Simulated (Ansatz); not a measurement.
**Run report: TiSi$_{2}$, geometry relaxation (part 2 of 2)**

The same run, continued: TiSi$_{2}$ (12 atoms in the cell); DFT PBE, scalar-relativistic, plane waves, PAW, no spin polarisation (Ansatz 0.2.0); cutoff 420 eV, 6×6×6 k-mesh, Gaussian smearing of 0.1 eV. The structure derives from an entry of the Crystallography Open Database. It belongs to a series of runs on one base structure; here: 0 of 4 Ti sites taken by Sn, cell and atoms relaxed.

Geometry of the input (Å; fractional positions):
```
4.8077  0.0000  0.0000
0.0000  -4.1352  4.2796
0.0000  -4.1352  -4.2796
Ti 0.2500  0.5000  0.0000
Ti 0.7500  0.0000  0.5000
Ti 0.0000  0.5000  0.5000
Ti 0.5000  0.0000  1.0000
Si 0.7500  0.6632  0.1632
Si 0.2500  0.1632  0.6632
Si 0.7500  0.3368  0.8368
Si 0.2500  0.8368  0.3368
Si 0.0000  0.8368  0.8368
Si 0.5000  0.3368  0.3368
Si 0.0000  0.1632  0.1632
Si 0.5000  0.6632  0.6632
```

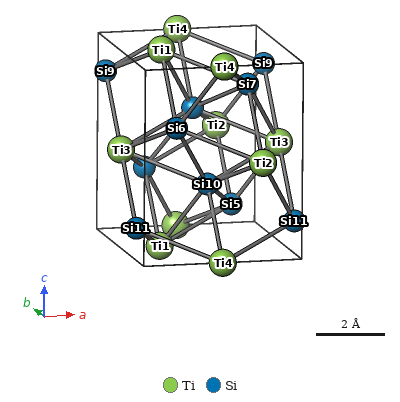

The geometry at step 2 of the log (ball-and-stick view of the cell of the calculation, seen slightly off an axis; atoms are numbered from 1 in the order of the input).

## The program's output, continued
```
SCF iter   1: F=—  HF=-15091.862219 eV  |F-HF|=—  |Δ(HF+E_count)|=         —  Δρ=1.92e-5  dr2=2.47e-8  ethr=1.18e-7  ⟨swp⟩=3.1  Hψ=18078  notcnv=0
eigensolver tolerance schedule: the retry pair's looser diagonalisation over-reported the residual by 3838.76 of it (diagonalisation noise at 0.17 of the residual, at the tolerance the schedule requests for it); recorded, not acted on — ethr = c·dr2/N_el stays at c = 1.0e-1
SCF iter   2: F=—  HF=-15091.862395 eV  |F-HF|=—  |Δ(HF+E_count)|=   1.75e-4  Δρ=9.76e-6  dr2=7.35e-9  ethr=3.08e-11  ⟨swp⟩=3.2  Hψ=5578  notcnv=0
SCF iter   3: F=—  HF=-15091.862395 eV  |F-HF|=—  |Δ(HF+E_count)|=   2.63e-7  Δρ=4.58e-6  dr2=1.18e-9  ethr=9.18e-12  ⟨swp⟩=1.9  Hψ=2941  notcnv=0
iter 4 did not close the SCF: its close was put off for the readings that it lacked (scf_convergence_deferred on its scf_iter line)
SCF iter   4: F=-15091.862395 eV  HF=-15091.862395 eV  |F-HF|=5.82e-11  |Δ(HF+E_count)|=   7.51e-8  Δρ=1.48e-7  dr2=5.76e-12  ethr=1.48e-12  ⟨swp⟩=2.0  Hψ=3759  notcnv=0
iter 5 did not close the SCF: its close was put off for the readings that it lacked (scf_convergence_deferred on its scf_iter line)
SCF iter   5: F=-15091.862395 eV  HF=-15091.862395 eV  |F-HF|=0.00e0  |Δ(HF+E_count)|=  6.18e-11  Δρ=2.32e-8  dr2=8.79e-13  ethr=1.00e-12  ⟨swp⟩=1.0  Hψ=2704  notcnv=0
iter 6 did not close the SCF: its close was put off for the readings that it lacked (scf_convergence_deferred on its scf_iter line)
SCF iter   6: F=-15091.862395 eV  HF=-15091.862395 eV  |F-HF|=1.82e-12  |Δ(HF+E_count)|=    0.00e0  Δρ=8.04e-9  dr2=1.33e-13  ethr=1.00e-12  ⟨swp⟩=1.0  Hψ=2704  notcnv=0
iter 7 did not close the SCF: its close was put off for the readings that it lacked (scf_convergence_deferred on its scf_iter line)
SCF iter   7: F=-15091.862395 eV  HF=-15091.862395 eV  |F-HF|=3.64e-12  |Δ(HF+E_count)|=  3.64e-12  Δρ=3.40e-9  dr2=1.65e-14  ethr=1.00e-12  ⟨swp⟩=1.0  Hψ=2704  notcnv=0
SCF iter   8: F=-15091.862395 eV  HF=-15091.862395 eV  |F-HF|=0.00e0  |Δ(HF+E_count)|=  3.64e-12  Δρ=1.51e-9  dr2=3.34e-15  ethr=1.00e-12  ⟨swp⟩=1.7  Hψ=6147  notcnv=0
SCF 4 converged in 8 iterations: F = -15091.862395 eV  dr2 = 3.34e-15
relax step   4: F+E_penalty+E_count = -15091.86239503 eV  Δ(F+E_penalty+E_count) = +1.880e-5 eV  max|allowed force component| = 1.227e-3 eV/Å  Δτ_max = 0.0000 Å  P = +0.007 GPa  Ω = 170.099 Å³  stress off target by 9.88e-3 GPa  SCF on the basis re-selected at this cell (its energy is not comparable with the rows above)  (8 SCF iters)
basis re-selected at this cell: Δ(F+E_penalty+E_count) = +1.880e-5 eV, ΔP = -0.000 GPa vs the last step (what re-selecting the basis moved, of the pressure what is left beyond the Pulay correction that the steps carried, after the strain that the cell walked since its last selection, with what the two solves' SCF thresholds leave and, on support functions, any second-order correction that the steps lacked; it is no measure of the basis error at this ecutwfc). This SCF's stress stands 9.88e-3 GPa from its target on what of the cell is left free (relax.cell.stress_tol is 1.50e-1 GPa) and its largest allowed force component is 1.23e-3 eV/Å (relax.f_tol is 1.50e-2 eV/Å): within both
SCF converged after 8 iterations
Free energy (F): -15091.862395 eV
Harris-Foulkes:  -15091.862395 eV  (|F-HF|=0.00e0)
Internal energy: -15091.841474 eV  (E = F + TS)
E sigma→0 (E₀):  -15091.851935 eV
Entropy (-TS):   -0.020921 eV (-1.743 meV/atom)
Fermi energy:    12.446424 eV
--- Per-component energies (eV) ---
  E_band       = -443.008716
  E_kinetic    = 1435.838524
  E_local      = -4079.937290  (includes V_loc(G=0)·N_el)
  E_nonlocal   = 233.608025
  E_hartree    = 1776.244552
  E_xc         = -845.789588
  E_vxc        = -881.447766  (∫ρ·V_xc dr)
  E_paw        = -8291.968451  (= ΣΔE_a)
  E_vpaw       = -703.559829  (= ΣTr[D̂ρ^β])
  E_aug_tail   = 0.000519  (compensation charges beyond the density's cutoff)
  E_ewald      = -5319.837764
  E_smearing   = -0.020921  (= −TS)
  E_closure    = 0.000000  (closes the sum)
  Σ components = -15091.862395   (vs F -15091.862395, Δ=0.00e0)
--- Forces (eV/Å), atoms counted from 1 ---
  atom   1  Ti     0.00000000    -0.00000000     0.00000000
  atom   2  Ti     0.00000000    -0.00000000     0.00000000
  atom   3  Ti    -0.00000000     0.00000000    -0.00000000
  atom   4  Ti    -0.00000000     0.00000000    -0.00000000
  atom   5  Si    -0.00000000     0.00122742    -0.00000000
  atom   6  Si    -0.00000000     0.00122742    -0.00000000
  atom   7  Si     0.00000000    -0.00122742    -0.00000000
  atom   8  Si     0.00000000    -0.00122742    -0.00000000
  atom   9  Si     0.00000000    -0.00122742     0.00000000
  atom  10  Si     0.00000000    -0.00122742     0.00000000
  atom  11  Si    -0.00000000     0.00122742     0.00000000
  atom  12  Si    -0.00000000     0.00122742     0.00000000
  max |Σ_I F_I| component: 1.91e-17 eV/Å
--- Stress (GPa, compression-positive) ---
        0.004279      -0.000000       0.000000
       -0.000000       0.006922      -0.000000
        0.000000      -0.000000       0.009875
  P = ⅓ Tr σ = 0.0070 GPa (0.070 kbar)
--- Band table (eV; the first three rows and the last of 52) ---
  k-point 0: bands = ["-43.8406", "-43.8270", "-43.8270", "-43.8138", "-20.2394", "-20.2394", "-20.2190", "-20.2109", "-20.1368", "-20.1317", "-20.1317", "-20.1224", "-20.1032", "-20.0985", "-20.0834", "-20.0834", "-0.0696", "3.5641", "3.5641", "3.6662", "3.6662", "5.7482", "6.6939", "7.1019", "7.4843", "7.8294", "7.8294", "8.6853", "8.7067", "9.9262", "10.1954", "10.3882", "10.6698", "11.0789", "11.2119", "11.2119", "11.2996", "11.2996", "11.5302", "11.7967", "11.7967", "13.2888", "13.2888", "14.4754", "14.6866", "14.6866", "15.4668", "15.4668", "15.5181", "15.6841", "15.8239", "15.8341"]
  k-point 1: bands = ["-43.8397", "-43.8279", "-43.8261", "-43.8147", "-20.2377", "-20.2324", "-20.2181", "-20.2071", "-20.1433", "-20.1360", "-20.1298", "-20.1205", "-20.1044", "-20.0988", "-20.0872", "-20.0845", "0.0460", "2.5969", "3.6580", "3.7495", "4.6701", "5.3571", "6.0487", "7.5174", "7.9364", "8.0204", "8.2353", "8.3296", "8.7731", "9.7786", "10.3869", "10.5967", "10.6279", "10.7532", "10.7947", "11.0101", "11.2695", "11.4247", "11.4389", "11.8767", "12.1664", "13.1195", "13.2102", "14.2923", "14.5051", "14.7644", "15.0512", "15.4580", "15.5381", "15.6516", "15.6539", "15.7987"]
  k-point 2: bands = ["-43.8372", "-43.8304", "-43.8237", "-43.8171", "-20.2333", "-20.2214", "-20.2133", "-20.1915", "-20.1616", "-20.1493", "-20.1246", "-20.1150", "-20.1099", "-20.0965", "-20.0963", "-20.0877", "0.3883", "1.6911", "3.9069", "4.0284", "4.7721", "5.2123", "5.6691", "7.4263", "8.2476", "8.4212", "8.5758", "8.9862", "9.1943", "9.5887", "10.0401", "10.1609", "10.4188", "10.6736", "10.9292", "10.9769", "11.0893", "11.1860", "11.5858", "11.6843", "12.5924", "12.6573", "12.9020", "13.9004", "14.4643", "14.8788", "15.0009", "15.2697", "15.4401", "15.4906", "15.6121", "15.6907"]
  k-point 51: bands = ["-43.8270", "-43.8270", "-43.8270", "-43.8270", "-20.1942", "-20.1942", "-20.1942", "-20.1942", "-20.1592", "-20.1592", "-20.1592", "-20.1592", "-20.0995", "-20.0995", "-20.0995", "-20.0995", "2.5679", "2.5679", "2.5679", "2.5679", "4.6773", "4.6773", "4.6773", "4.6773", "9.7603", "9.7603", "9.7603", "9.7603", "10.1617", "10.1617", "10.1617", "10.1617", "10.7444", "10.7444", "10.7444", "10.7444", "11.0560", "11.0560", "11.0560", "11.0560", "13.8185", "13.8185", "13.8185", "13.8185", "14.4999", "14.4999", "14.4999", "14.4999", "15.1745", "15.1745", "15.1745", "15.1745"]
--- Relaxed structure (3 steps of the walk, 3 accepted, 1 SCFs on fresh bases) ---
  F+E_penalty+E_count = -15091.86239503 eV   max|allowed force component| = 1.227e-3 eV/Å   (the final SCF, on the basis selected at the relaxed cell)
  cell:  # Å, volume = 170.0991 Å³
    - [4.803552262189781, 2.6108296728017508e-36, 0.0]
    - [-2.2455994857705455e-36, -4.134051265552756, 4.2828589050261625]
    - [-2.2455994857705455e-36, -4.134051265552756, -4.2828589050261625]
  atoms:
    - { symbol: Ti, position: [0.24999999999999997, 0.5, 0.0] }
    - { symbol: Ti, position: [0.75, 0.0, 0.5] }
    - { symbol: Ti, position: [-2.086404354653141e-37, 0.5, 0.5] }
    - { symbol: Ti, position: [0.49999999999999994, 0.0, 1.0] }
    - { symbol: Si, position: [0.75, 0.6631766428566669, 0.1631766428566669] }
    - { symbol: Si, position: [0.24999999999999997, 0.1631766428566669, 0.6631766428566669] }
    - { symbol: Si, position: [0.75, 0.33682335714333345, 0.8368233571433334] }
    - { symbol: Si, position: [0.24999999999999997, 0.8368233571433334, 0.33682335714333345] }
    - { symbol: Si, position: [4.172808709306288e-37, 0.8368233571433334, 0.8368233571433334] }
    - { symbol: Si, position: [0.49999999999999994, 0.3368233571433333, 0.3368233571433333] }
    - { symbol: Si, position: [-2.0864043546531426e-37, 0.16317664285666675, 0.16317664285666675] }
    - { symbol: Si, position: [0.49999999999999994, 0.6631766428566669, 0.6631766428566669] }
```

## Trajectory as extended XYZ (Å, eV, eV/Å), 4 frames, from step=1 to step=4
```
12
Lattice="4.8077 0.0000 0.0000 0.0000 -4.1352 4.2796 0.0000 -4.1352 -4.2796" Properties=species:S:1:pos:R:3:forces:R:3 step=1 energy=-15091.86218 pressure_GPa=-0.02
Ti    1.2019   -2.0676    2.1398    0.0000   0.0000   0.0000
Ti    3.6058   -2.0676   -2.1398    0.0000   0.0000   0.0000
Ti    0.0000   -4.1352    0.0000    0.0000   0.0000   0.0000
Ti    2.4039   -4.1352   -4.2796    0.0000   0.0000   0.0000
Si    3.6058   -3.4171    2.1398    0.0000  -0.0002   0.0000
Si    1.2019   -3.4171   -2.1398    0.0000  -0.0002   0.0000
Si    3.6058   -4.8533   -2.1398    0.0000   0.0002   0.0000
Si    1.2019   -4.8533    2.1398    0.0000   0.0002   0.0000
Si    0.0000   -6.9208    0.0000    0.0000   0.0002   0.0000
Si    2.4039   -2.7857    0.0000    0.0000   0.0002   0.0000
Si    0.0000   -1.3495    0.0000    0.0000  -0.0002   0.0000
Si    2.4039   -5.4847    0.0000    0.0000  -0.0002   0.0000
12
Lattice="4.8010 0.0000 0.0000 0.0000 -4.1343 4.2840 0.0000 -4.1343 -4.2840" Properties=species:S:1:pos:R:3:forces:R:3 step=2 energy=-15091.86237 pressure_GPa=0.03
Ti    1.2003   -2.0671    2.1420    0.0000   0.0000   0.0000
Ti    3.6008   -2.0671   -2.1420    0.0000   0.0000   0.0000
Ti    0.0000   -4.1343    0.0000    0.0000   0.0000   0.0000
Ti    2.4005   -4.1343   -4.2840    0.0000   0.0000   0.0000
Si    3.6008   -3.4165    2.1420    0.0000   0.0025   0.0000
Si    1.2003   -3.4165   -2.1420    0.0000   0.0025   0.0000
Si    3.6008   -4.8521   -2.1420    0.0000  -0.0025   0.0000
Si    1.2003   -4.8521    2.1420    0.0000  -0.0025   0.0000
Si    0.0000   -6.9193    0.0000    0.0000  -0.0025   0.0000
Si    2.4005   -2.7850    0.0000    0.0000  -0.0025   0.0000
Si    0.0000   -1.3493    0.0000    0.0000   0.0025   0.0000
Si    2.4005   -5.4836    0.0000    0.0000   0.0025   0.0000
12
Lattice="4.8036 0.0000 0.0000 0.0000 -4.1341 4.2829 0.0000 -4.1341 -4.2829" Properties=species:S:1:pos:R:3:forces:R:3 step=3 energy=-15091.86241 pressure_GPa=0.01
Ti    1.2009   -2.0670    2.1414    0.0000   0.0000   0.0000
Ti    3.6027   -2.0670   -2.1414    0.0000   0.0000   0.0000
Ti    0.0000   -4.1341    0.0000    0.0000   0.0000   0.0000
Ti    2.4018   -4.1341   -4.2829    0.0000   0.0000   0.0000
Si    3.6027   -3.4162    2.1414    0.0000   0.0012   0.0000
Si    1.2009   -3.4162   -2.1414    0.0000   0.0012   0.0000
Si    3.6027   -4.8519   -2.1414    0.0000  -0.0012   0.0000
Si    1.2009   -4.8519    2.1414    0.0000  -0.0012   0.0000
Si    0.0000   -6.9189    0.0000    0.0000  -0.0012   0.0000
Si    2.4018   -2.7849    0.0000    0.0000  -0.0012   0.0000
Si    0.0000   -1.3492    0.0000    0.0000   0.0012   0.0000
Si    2.4018   -5.4832    0.0000    0.0000   0.0012   0.0000
12
Lattice="4.8036 0.0000 0.0000 0.0000 -4.1341 4.2829 0.0000 -4.1341 -4.2829" Properties=species:S:1:pos:R:3:forces:R:3 step=4 energy=-15091.86240 pressure_GPa=0.01
Ti    1.2009   -2.0670    2.1414    0.0000   0.0000   0.0000
Ti    3.6027   -2.0670   -2.1414    0.0000   0.0000   0.0000
Ti    0.0000   -4.1341    0.0000    0.0000   0.0000   0.0000
Ti    2.4018   -4.1341   -4.2829    0.0000   0.0000   0.0000
Si    3.6027   -3.4162    2.1414    0.0000   0.0012   0.0000
Si    1.2009   -3.4162   -2.1414    0.0000   0.0012   0.0000
Si    3.6027   -4.8519   -2.1414    0.0000  -0.0012   0.0000
Si    1.2009   -4.8519    2.1414    0.0000  -0.0012   0.0000
Si    0.0000   -6.9189    0.0000    0.0000  -0.0012   0.0000
Si    2.4018   -2.7849    0.0000    0.0000  -0.0012   0.0000
Si    0.0000   -1.3492    0.0000    0.0000   0.0012   0.0000
Si    2.4018   -5.4832    0.0000    0.0000   0.0012   0.0000
```

## Key numbers

```tsv
quantity	value
outcome	converged
space group (tolerance 0.01 Å)	Fddd (70)
electrons treated	80
free energy	−15091.8624 eV
Fermi energy	12.446 eV
gap on the k-point mesh	none (metallic)
pressure	0.01 GPa
final volume	170.10 Å³
largest force (length of the vector) at the end	0.001 eV/Å
final cell	a = 4.804 Å, b = 5.953 Å, c = 5.953 Å, α = 92.03°, β = 90.00°, γ = 90.00°
hardware	2 threads of Intel Xeon @ 2.50GHz (Skylake/Cascade Lake), 189 GiB of memory available, shared host
wall time	2.5 min (CPU time 4.8 min)
peak memory	0.72 GiB
```
